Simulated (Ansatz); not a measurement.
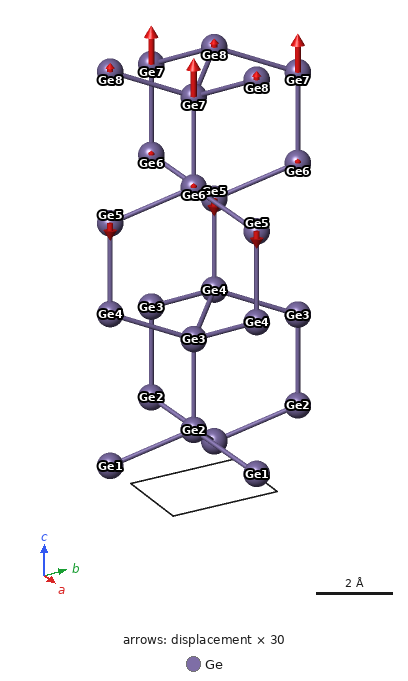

A constrained relaxation of a slab of composition Ge (cut from the P6_3/mmc phase). The starting structure is drawn; red arrows show the displacements, 30 times their true length.

Style: ball-and-stick. Shown: the cell of the calculation, outlined in the plane, without the vacuum, slightly off an axis.

Case: clean slab, lower half held. The slab is the (0 0 1) face of Ge. 4 atoms are held fixed.

Computed with Ansatz 0.2.0, DFT PBEsol, scalar-relativistic, plane waves, PAW.

Input
```yaml
crystal:
  lattice:
    - [3.9969678639, 0.0, 0.0]
    - [-1.9984839319, 3.4614757082, 0.0]
    - [0.0, 0.0, 27.7245268541]
  atoms:
    - { symbol: Ge, position: [0.3333333333, 0.6666666667, 0.3065877389] }
    - { symbol: Ge, position: [0.6666666667, 0.3333333333, 0.3365243779] }
    - { symbol: Ge, position: [0.6666666667, 0.3333333333, 0.4255503666] }
    - { symbol: Ge, position: [0.3333333333, 0.6666666667, 0.4554870057] }
    - { symbol: Ge, position: [0.3333333333, 0.6666666667, 0.5445129943] }
    - { symbol: Ge, position: [0.6666666667, 0.3333333333, 0.5744496334] }
    - { symbol: Ge, position: [0.6666666667, 0.3333333333, 0.6634756221] }
    - { symbol: Ge, position: [0.3333333333, 0.6666666667, 0.6934122611] }
basis:
  ecutwfc: 420
kpoints:
  mp_grid: { grid: [9, 9, 1] }
hamiltonian:
  xc: pbesol
scf:
  occupations: { method: gaussian, width: 0.1 }
output:
  forces: true
  eigenvalues: true
  write_density: true
  write_potential: true
  elf: true
  volumetric_format: npy
relax:
  adjacent_minimum: "off"
  f_tol: 0.03
  max_steps: 70
  constraints: [{ sites: [0, 1, 2, 3] }]
efield:
  axis: 3
  dipole_correction: true
  ramp_width: 0.04
```

Launched with:
```bash
ansatz run input.yaml --threads 2 --pin off --max-ram 5120MiB --backend cpu --events-out ev --progress --plain --runs-dir out
```

**Describe the change and its energy.**

Ge7 moves most: 0.035 Å along the normal (+c). The cell doesn't change. Near-neighbour distances that change, for instance: Ge6–Ge7 2.468 → 2.500 Å, Ge4–Ge5 2.468 → 2.452 Å, Ge7–Ge8 2.452 → 2.443 Å, Ge5–Ge6 2.452 → 2.459 Å. After 2 geometry steps the energy has fallen by 5.5 meV per cell of the calculation. The largest force component goes from 0.24 to 0.02 eV/Å.
